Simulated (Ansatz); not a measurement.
## Band-structure calculation of GeSi5

The run: band-structure calculation of GeSi5 (6 atoms in the cell). Method and program: DFT PBE, scalar-relativistic, plane waves, PAW, no spin polarisation (Ansatz 0.2.0).

The structure was made by a generator, so it may or may not be a known phase.

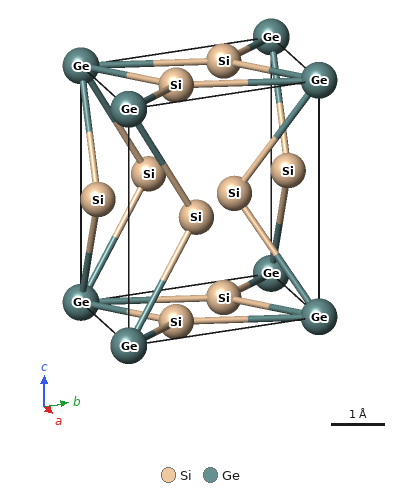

*The structure as given in the input (ball-and-stick view of the cell of the calculation, seen slightly off an axis). An atom can appear more than once, as a periodic image.*

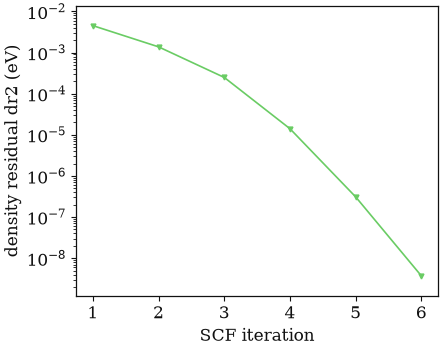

*Convergence of the self-consistent field: density residual dr2 against the SCF iteration.*

The residual falls at every step.

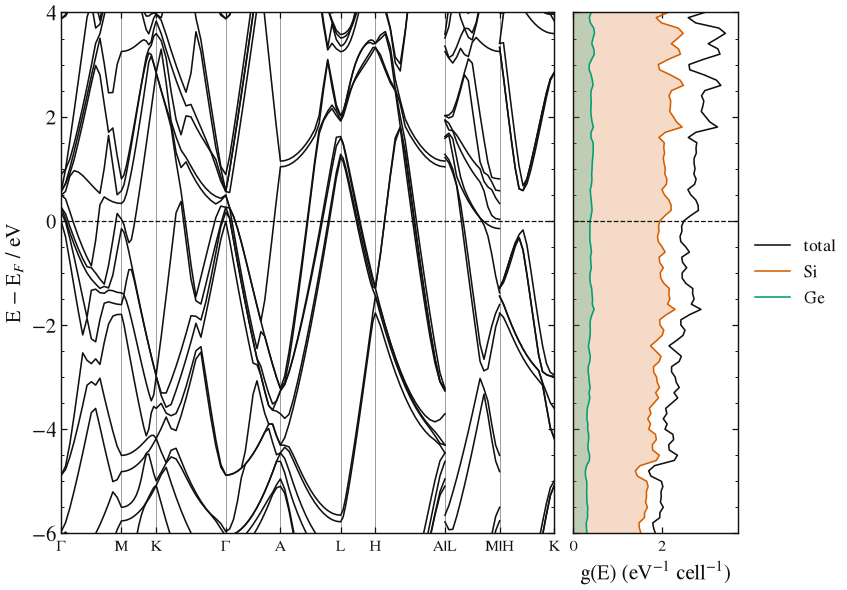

*Band structure along Γ–M–K–Γ–A–L–H–A|L–M|H–K and density of states (projected on Löwdin-orthogonalised atomic shells), with energies from the Fermi level.*

Bands cross the Fermi level: a metal at this level of theory.

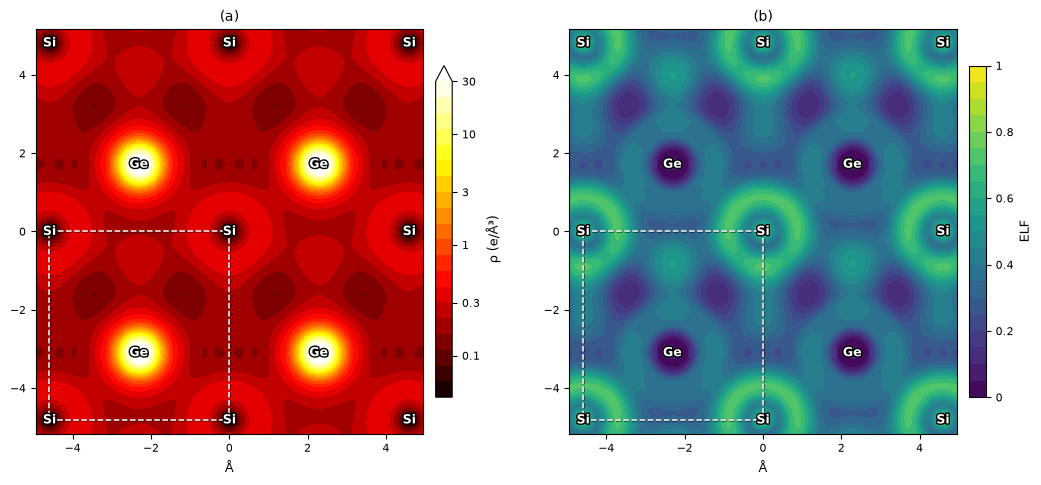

*(a) valence charge density (pseudo); (b) ELF on the (11̄0) plane of the conventional cell.*

Si–Ge (2.86 Å): ρ is about 0.23 e/Å³ halfway; the ELF is about 0.45 at the midpoint. Away from the nuclei the density in this plane falls to 0.11 e/Å³ at its lowest. In a PAW calculation such maps are meaningful between the atoms, not at the nuclei.

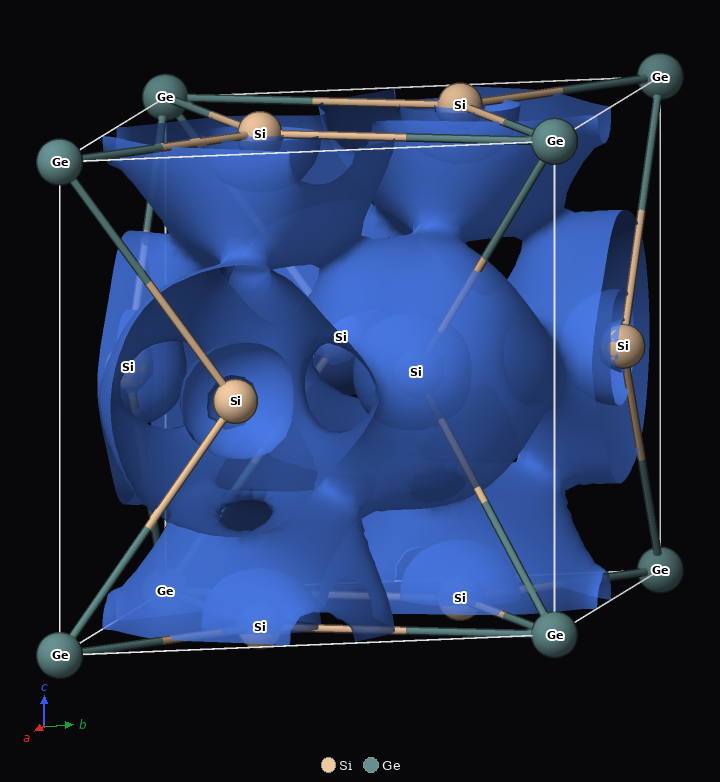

*Isosurface of the electron localisation function at 0.5 (blue), seen slightly off an axis. Only the valence region is drawn (cores and ρ < 0.01 e/Å³ removed). Sticks mark near contacts. The outline is the cell set on symmetry axes.*

Values along the shortest contacts: Si–Ge (2.78 Å): the ELF is about 0.45 at the midpoint. Si–Ge (2.86 Å): the ELF is about 0.40 at the midpoint.

The input and output of the run follow.

### Input
```yaml
crystal:
  lattice:
    - [4.8142966971, -2.8e-09, 0.0]
    - [-2.4071483461, 4.1693032425, 0.0]
    - [0.0, 0.0, 4.5939567701]
  atoms:
    - { symbol: Si, position: [0.6666666667, 0.3333333333, 0.0] }
    - { symbol: Si, position: [0.3333333333, 0.6666666667, 0.0] }
    - { symbol: Si, position: [0.3553513756, 0.0, 0.5] }
    - { symbol: Si, position: [0.0, 0.3553513756, 0.5] }
    - { symbol: Si, position: [0.6446486244, 0.6446486244, 0.5] }
    - { symbol: Ge, position: [0.0, 0.0, 0.0] }
basis:
  ecutwfc: 420
kpoints:
  mp_grid: { grid: [12, 12, 8] }
  band_path:
    path:
      - [[0.0, 0.0, 0.0], [0.5, 0.0, 0.0], [0.33333333, 0.33333333, 0.0], [0.0, 0.0, 0.0], [0.0, 0.0, 0.5], [0.5, 0.0, 0.5], [0.33333333, 0.33333333, 0.5], [0.0, 0.0, 0.5]]
      - [[0.5, 0.0, 0.5], [0.5, 0.0, 0.0]]
      - [[0.33333333, 0.33333333, 0.5], [0.33333333, 0.33333333, 0.0]]
    npoints: 14
hamiltonian:
  xc: pbe
scf:
  occupations: { method: gaussian, width: 0.1 }
  n_extra_bands: 15
output:
  forces: true
  stress: true
  eigenvalues: true
  populations: true
  dos: { projected: true, de: 0.02, nscf_kmesh: { grid: [15, 15, 10] } }
  bader: true
  write_density: true
  write_potential: true
  elf: true
  volumetric_format: npy
```

Launch command:
```bash
ansatz run input.yaml --threads 1 --pin off --max-ram 2560MiB --backend cpu --events-out ev --progress --plain --runs-dir out
```

### Log
```
scf.n_extra_bands = 15 over 17 filled bands (N_el = 34.0): the run solves 32 bands
Engine: ansatz 0.2.0, x86_64-unknown-linux-gnu
Pseudopotentials: kind: paw
Pseudopotential: Si, paw, valence charge 4, recommended cutoff 420 eV (normal), Si.paw.azcp
Pseudopotential: Ge, paw, valence charge 14, recommended cutoff 420 eV (normal), Ge.paw.azcp
Functional definition: PBE
  parameter kappa = 0.804
  parameter beta = 0.06672455060314922
  exchange = pbe_x(kappa = kappa, mu = beta*pi^2/3)
  correlation = pbe_c(beta = beta)
Crystal: 6 atoms, lattice volume = 92.211 Å³
Basis set: ecut = 420 eV, 1743 PW (Γ), exchange–correlation on 72×72×64 points (8 copies of the dense FFT grid, shifted against one another)
Bands: 32, of which v1, the nominal top of the filled ones, is band 17 counted from 1 (16 counted from 0)
Symmetry: 12 space group operations
Space group: P-62m (ITA 189), of the structure as read, at distance tolerance 4.5e-5 Å
k-points: 95 of 1152 (time reversal used)
Non-local potential: Si, projectors of the file, l = 0: 2, l = 1: 2, l = 2: 2
Non-local potential: Ge, projectors of the file, l = 0: 2, l = 1: 2, l = 2: 3, l = 3: 1
PAW form: soft (Blöchl's): semilocal exchange-correlation on the pseudo side does not see the compensation charge
PAW one-centre angular grid: Si, 110 points (default); XC on 64 Gauss nodes
PAW one-centre angular grid: Ge, 590 points (default); XC on 64 Gauss nodes
Initial density: superposition of atomic densities (neutral atoms: chi_scale 0, normalization atom), corrected by the library's trained network
Initial wavefunctions: pseudopotential atomic-orbital guess
Functional: x = pbe(κ = 0.804, μ = 0.2195149727645171), c = pbe(β = 0.06672455060314922)
SCF iter   1: F=—  HF=-7470.865334 eV  |F-HF|=—  |Δ(HF+E_count)|=         —  Δρ=2.60e-3  dr2=4.53e-3  ethr=1.77e-3  ⟨swp⟩=6.1  Hψ=15448  notcnv=0  defer=211
preconditioner: auto → Kerker (q_TF=auto, 2.310 Å⁻¹)  [metal: Δε(μ)=0.004 eV  Ē_g=10.661 eV  σ=0.100 eV  W_gap=0.02  n_scr=20 (ndim 8)  ℏωp=18.9 eV  f_vac=0.000  D(μ)=2.74/eV (n_scr^D=20)]
SCF iter   2: F=—  HF=-7470.866102 eV  |F-HF|=—  |Δ(HF+E_count)|=   7.68e-4  Δρ=1.54e-3  dr2=1.38e-3  ethr=1.33e-5  ⟨swp⟩=2.2  Hψ=5309  notcnv=0  defer=250
SCF iter   3: F=—  HF=-7470.866712 eV  |F-HF|=—  |Δ(HF+E_count)|=   6.10e-4  Δρ=6.06e-4  dr2=2.49e-4  ethr=4.07e-6  ⟨swp⟩=2.3  Hψ=3092  notcnv=0  defer=250
SCF iter   4: F=—  HF=-7470.866484 eV  |F-HF|=—  |Δ(HF+E_count)|=   2.27e-4  Δρ=1.56e-4  dr2=1.41e-5  ethr=7.32e-7  ⟨swp⟩=2.2  Hψ=3841  notcnv=0  defer=250
SCF iter   5: F=—  HF=-7470.866498 eV  |F-HF|=—  |Δ(HF+E_count)|=   1.37e-5  Δρ=2.87e-5  dr2=3.10e-7  ethr=4.14e-8  ⟨swp⟩=2.0  Hψ=3884  notcnv=0  defer=250
SCF iter   6: F=-7470.866499 eV  HF=-7470.866499 eV  |F-HF|=6.26e-10  |Δ(HF+E_count)|=   3.86e-7  Δρ=2.37e-6  dr2=3.72e-9  ethr=2.94e-10  ⟨swp⟩=13.1  Hψ=20518  notcnv=0
SCF 1 converged in 6 iterations: F = -7470.866499 eV  dr2 = 3.72e-9
  greatest PAW one-centre occupation: 0.998 electrons in one spin orbital (limit 2), on the Ge atom at site 5 (counted from 0), in its partial waves of l = 2
NSCF: frozen V_eff on 129 k-points
NSCF: frozen V_eff on 162 k-points
SCF converged after 6 iterations
Free energy (F): -7470.866499 eV
Harris-Foulkes:  -7470.866499 eV  (|F-HF|=6.26e-10)
Internal energy: -7470.852794 eV  (E = F + TS)
E sigma→0 (E₀):  -7470.859646 eV
Entropy (-TS):   -0.013705 eV (-2.284 meV/atom)
Fermi energy:    10.648758 eV
--- Per-component energies (eV) ---
  E_band       = -19.050723
  E_kinetic    = 312.722069
  E_local      = -2660.260725  (includes V_loc(G=0)·N_el)
  E_nonlocal   = 543.221372
  E_hartree    = 1202.424651
  E_xc         = -355.020734
  E_vxc        = -302.783707  (∫ρ·V_xc dr)
  E_paw        = -4577.396802  (= ΣΔE_a)
  E_vpaw       = -316.800104  (= ΣTr[D̂ρ^β])
  E_aug_tail   = 0.000335  (compensation charges beyond the density's cutoff)
  E_ewald      = -1936.542961
  E_smearing   = -0.013705  (= −TS)
  E_closure    = -0.000000  (closes the sum)
  Σ components = -7470.866499   (vs F -7470.866499, Δ=0.00e0)
--- Forces (eV/Å), atoms counted from 1 ---
  atom   1  Si     0.00000000     0.00000000     0.00000000
  atom   2  Si     0.00000000    -0.00000000     0.00000000
  atom   3  Si    -0.00223910     0.00000000     0.00000000
  atom   4  Si     0.00111955    -0.00193912     0.00000000
  atom   5  Si     0.00111955     0.00193912     0.00000000
  atom   6  Ge     0.00000000    -0.00000000     0.00000000
  max |Σ_I F_I| component: 7.36e-17 eV/Å
--- Stress (GPa, compression-positive) ---
       -0.013263       0.000000       0.000000
       -0.000000      -0.013263       0.000000
        0.000000       0.000000       0.040146
  P = ⅓ Tr σ = 0.0045 GPa (0.045 kbar)
--- Band table (eV; the first three rows and the last of 95) ---
  k-point 0: bands = ["-14.0988", "-14.0988", "-14.0963", "-14.0906", "-14.0906", "-3.4489", "2.6945", "3.9889", "4.1975", "4.5975", "4.5975", "4.6843", "5.7666", "5.7666", "10.6354", "10.8137", "10.9089", "10.9089", "11.1418", "11.1418", "11.2108", "11.2108", "11.2234", "11.5390", "14.5294", "14.5294", "18.6670", "18.6670", "20.2818", "20.2818", "21.0735", "21.9369"]
  k-point 1: bands = ["-14.0988", "-14.0988", "-14.0960", "-14.0907", "-14.0907", "-3.3413", "1.6912", "4.3011", "4.4852", "4.7028", "4.7028", "5.4840", "5.8692", "5.8692", "9.2265", "9.6594", "9.6594", "9.8304", "10.3741", "10.3741", "12.3924", "12.8264", "12.8264", "13.1232", "15.2973", "15.2973", "18.7539", "18.7539", "19.2044", "20.3337", "20.3337", "22.9488"]
  k-point 2: bands = ["-14.0987", "-14.0987", "-14.0953", "-14.0909", "-14.0909", "-3.0194", "0.3852", "4.6108", "4.8209", "5.0179", "5.0179", "6.1757", "6.1757", "7.3210", "7.9167", "8.3448", "8.3448", "8.5124", "9.3231", "9.3231", "14.1957", "14.6173", "14.6173", "15.0042", "16.7097", "16.9495", "16.9495", "19.0098", "19.0098", "20.4316", "20.4316", "22.5735"]
  k-point 94: bands = ["-14.0980", "-14.0980", "-14.0931", "-14.0917", "-14.0917", "0.6465", "0.9093", "0.9093", "1.0782", "1.0782", "1.7370", "8.8793", "9.2038", "9.2038", "9.3537", "9.3537", "9.3666", "13.9791", "13.9791", "14.0556", "14.0556", "14.6451", "14.7292", "15.6657", "15.7826", "16.0988", "16.0988", "16.1399", "16.1399", "18.5047", "18.5047", "18.7287"]
--- Löwdin populations: 6 sites ---
  site symbol       q [e]
     0     Si      3.8924
     1     Si      3.8924
     2     Si      3.9090
     3     Si      3.9090
     4     Si      3.9090
     5     Ge     14.0039
  spilling = 0.014245 (of n_electrons = 34.000000)
--- Bader charges: 6 sites ---
  site symbol  charge [e]  shift [e]
     0     Si     -0.0047     0.0000
     1     Si     -0.0047     0.0000
     2     Si     -0.0068     0.0000
     3     Si     -0.0068     0.0000
     4     Si     -0.0069     0.0000
     5     Ge      0.0300     0.0000
  estimated error of the sums over rays = 2.4e-4 e
```

### File populations.tsv
```
# site	symbol	l	j	q
# orbitals = lowdin
# n_electrons = 34.000000
# spilling = 0.014245
0	Si	0_3S	-	1.475909
0	Si	1_3P	-	2.416514
1	Si	0_3S	-	1.475909
1	Si	1_3P	-	2.416514
2	Si	0_3S	-	1.487922
2	Si	1_3P	-	2.421042
3	Si	0_3S	-	1.487922
3	Si	1_3P	-	2.421042
4	Si	0_3S	-	1.487922
4	Si	1_3P	-	2.421042
5	Ge	0_4S	-	1.616341
5	Ge	1_4P	-	2.390177
5	Ge	2_3D	-	9.997416
```

### Results in brief

- outcome: converged
- space group (tolerance 0.01 Å): P-62m (189)
- electrons treated: 34
- free energy: −7470.8665 eV
- Fermi energy: 10.649 eV
- gap on the k-point mesh: none (metallic)
- pressure: 0.00 GPa
- largest force (length of the vector): 0.002 eV/Å
- hardware: 1 thread of AMD EPYC (Zen 3), 189 GiB of memory available, shared host
- wall time: 2.3 min
- peak memory: 0.6 GiB
